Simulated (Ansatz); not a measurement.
# Energy of RbBr3 along an even scaling of the cell

System: RbBr3 (I4/mmm, 4 atoms in the cell).
Method: Kohn-Sham DFT of a periodic cell, PBE, Ansatz PAW, no spin polarisation (Ansatz 0.2.0).

The 5 runs differ only in the geometry, by an even scaling of the cell at fixed fractional positions. The structure derives from a Materials Project entry.

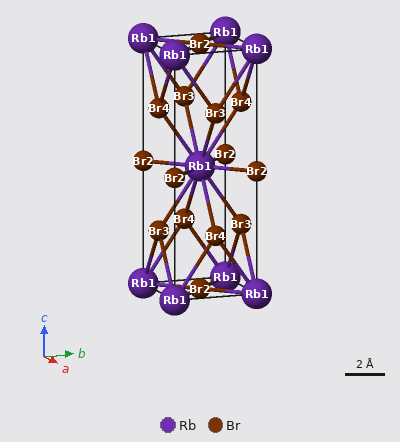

Figure 1. The structure of run 3 (ball-and-stick view of the cell 2 times as large as that of the calculation, set on its symmetry axes, seen slightly off an axis; atoms are numbered from 1 in the order of the input).

**Input of run 3**
```yaml
crystal:
  lattice:
    - [-2.2735249339, 2.2735249339, 6.4796346395]
    - [2.2735249339, -2.2735249339, 6.4796346395]
    - [2.2735249339, 2.2735249339, -6.4796346395]
  atoms:
    - { symbol: Rb, position: [0.0, 0.0, 0.0] }
    - { symbol: Br, position: [0.5, 0.5, 0.0] }
    - { symbol: Br, position: [0.25, 0.75, 0.5] }
    - { symbol: Br, position: [0.75, 0.25, 0.5] }
hamiltonian:
  xc: pbe
  pseudopotentials: { kind: paw }
kpoints:
  mp_grid: { grid: [8, 8, 8] }
scf:
  occupations: { method: fermi_dirac, width: 0.05 }
output:
  forces: true
  stress: true
  eigenvalues: true
```

Command:
```bash
ansatz run input.yaml --threads 2 --pin off --max-ram 5120MiB --backend cpu --events-out ev --progress --plain --runs-dir out
```

Lattice vectors (Å) and fractional positions of run 3:
```
  -2.273525    2.273525    6.479635
   2.273525   -2.273525    6.479635
   2.273525    2.273525   -6.479635
Rb  0.000000  0.000000  0.000000
Br  0.500000  0.500000  0.000000
Br  0.250000  0.750000  0.500000
Br  0.750000  0.250000  0.500000
```

Run 4 differs from it as follows:
```diff
-    - [-2.2735249339, 2.2735249339, 6.4796346395]
-    - [2.2735249339, -2.2735249339, 6.4796346395]
-    - [2.2735249339, 2.2735249339, -6.4796346395]
+    - [-2.2882884965, 2.2882884965, 6.5217113681]
+    - [2.2882884965, -2.2882884965, 6.5217113681]
+    - [2.2882884965, 2.2882884965, -6.5217113681]
```

**Results, with one run withheld**

| run | volume per atom (Å³) | free energy per atom, from the lowest run given (meV) | pressure (GPa) |
| --- | --- | --- | --- |
| 1 | 30.866 | 19.13 | 2.12 |
| 2 | 32.836 | 2.27 | 0.71 |
| 3 | 33.493 | 0.15 | 0.34 |
| 4 | 34.149 | ? | ? |
| 5 | 34.806 | 0.00 | −0.28 |

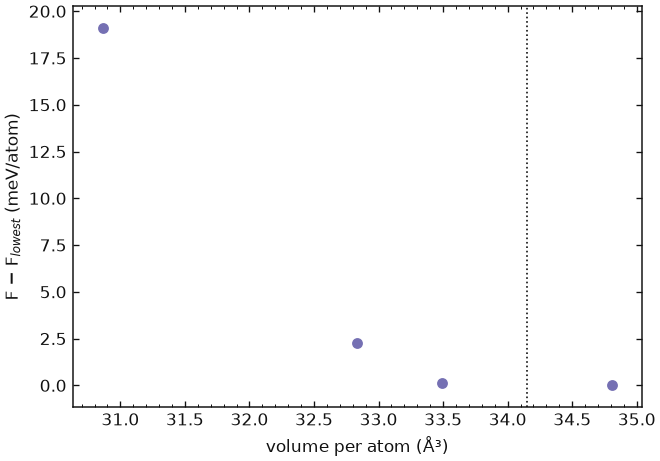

Figure 2. Free energy per atom of the runs given; the dotted line marks run 4.

Estimate the energy of run 4 from the others.

A quadratic polynomial in V^(−2/3) (the Birch–Murnaghan form), fitted to the 4 runs given, misses them by at most 0.03 meV per atom. With x = V^(−2/3) − 0.09730 Å⁻², it reads F = 1.8151 + 2073.1 x + 4.4524e+05 x² (meV per atom). At run 4 it gives −0.60 meV per atom, and the run itself gives −0.55. The slope of the fit gives a pressure −dF/dV of 0.01 GPa there, and the run prints 0.01 GPa. The fit has its minimum at 34.167 Å³ per atom, where V d²F/dV² gives 16.7 GPa. Cell shape and fractional positions are held, so this is the stiffness under even scaling; the relaxed bulk modulus wasn't computed.

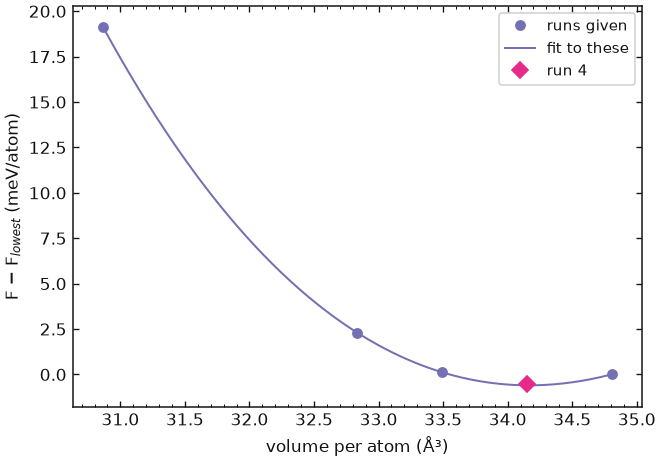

Figure 3. The fit and the withheld run.

**Output, shortened to warnings, some set-up lines, iterations and results (run 4)**
```
Basis set: ecut = 420 eV, 2677 PW (Γ), FFT grids on a1+a3, a2+a3, a3, exchange–correlation on 64×64×100 points (8 copies of the dense FFT grid, shifted against one another)
Symmetry: 16 space group operations
k-points: 59 of 512
Initial density: superposition of atomic densities (neutral atoms: chi_scale 0, normalization atom), corrected by the library's trained network
[...]
SCF iter   1: F=—  HF=-11619.345903 eV  |F-HF|=—  |Δ(HF+E_count)|=         —  Δρ=4.12e-3  dr2=1.03e-1  ethr=1.77e-3  ⟨swp⟩=9.4  Hψ=6674  notcnv=0
SCF iter   2: F=—  HF=-11619.339681 eV  |F-HF|=—  |Δ(HF+E_count)|=   6.22e-3  Δρ=1.89e-3  dr2=2.75e-2  ethr=3.43e-4  ⟨swp⟩=1.1  Hψ=1597  notcnv=0
SCF iter   3: F=—  HF=-11619.336576 eV  |F-HF|=—  |Δ(HF+E_count)|=   3.11e-3  Δρ=7.79e-4  dr2=3.71e-3  ethr=9.16e-5  ⟨swp⟩=1.1  Hψ=1126  notcnv=0
SCF iter   4: F=—  HF=-11619.335640 eV  |F-HF|=—  |Δ(HF+E_count)|=   9.36e-4  Δρ=3.28e-4  dr2=3.95e-4  ethr=1.24e-5  ⟨swp⟩=2.7  Hψ=1800  notcnv=0
SCF iter   5: F=—  HF=-11619.335606 eV  |F-HF|=—  |Δ(HF+E_count)|=   3.33e-5  Δρ=3.32e-4  dr2=3.05e-4  ethr=1.32e-6  ⟨swp⟩=2.4  Hψ=1870  notcnv=0
SCF iter   6: F=—  HF=-11619.335585 eV  |F-HF|=—  |Δ(HF+E_count)|=   2.15e-5  Δρ=4.55e-5  dr2=6.01e-6  ethr=1.02e-6  ⟨swp⟩=1.0  Hψ=1121  notcnv=0
SCF iter   7: F=—  HF=-11619.335562 eV  |F-HF|=—  |Δ(HF+E_count)|=   2.29e-5  Δρ=1.13e-5  dr2=3.99e-7  ethr=2.00e-8  ⟨swp⟩=2.2  Hψ=1785  notcnv=0
SCF iter   8: F=-11619.335562 eV  HF=-11619.335562 eV  |F-HF|=8.03e-9  |Δ(HF+E_count)|=   1.56e-7  Δρ=3.02e-6  dr2=2.19e-8  ethr=3.33e-10  ⟨swp⟩=7.0  Hψ=6005  notcnv=0
SCF 1 converged in 8 iterations: F = -11619.335562 eV  dr2 = 2.19e-8
SCF converged after 8 iterations
Free energy (F): -11619.335562 eV
Harris-Foulkes:  -11619.335562 eV  (|F-HF|=8.03e-9)
Internal energy: -11619.287817 eV  (E = F + TS)
E sigma→0 (E₀):  -11619.311690 eV
Entropy (-TS):   -0.047745 eV (-11.936 meV/atom)
Fermi energy:    2.074206 eV
--- Per-component energies (eV) ---
  E_band       = -139.482347
  E_kinetic    = 588.563996
  E_local      = -1149.283351  (includes V_loc(G=0)·N_el)
  E_nonlocal   = 383.393859
  E_hartree    = 276.491291
  E_xc         = -920.191994
  E_vxc        = -442.675379  (∫ρ·V_xc dr)
  E_paw        = -9358.517091  (= ΣΔE_a)
  E_vpaw       = -72.463453  (= ΣTr[D̂ρ^β])
  E_aug_tail   = -0.000001  (compensation charges beyond the density's cutoff)
  E_ewald      = -1439.744527
  E_smearing   = -0.047745  (= −TS)
  E_closure    = -0.000000  (closes the sum)
  Σ components = -11619.335562   (vs F -11619.335562, Δ=0.00e0)
--- Forces (eV/Å), atoms counted from 1 ---
  atom   1  Rb     0.00000000    -0.00000000     0.00000000
  atom   2  Br     0.00000000    -0.00000000    -0.00000000
  atom   3  Br     0.00000000    -0.00000000    -0.00000000
  atom   4  Br     0.00000000     0.00000000     0.00000000
  max |Σ_I F_I| component: 3.47e-18 eV/Å
--- Stress (GPa, compression-positive) ---
       -0.338222       0.000000      -0.000000
        0.000000      -0.338222       0.000000
       -0.000000       0.000000       0.712857
  P = ⅓ Tr σ = 0.0121 GPa (0.121 kbar)
```
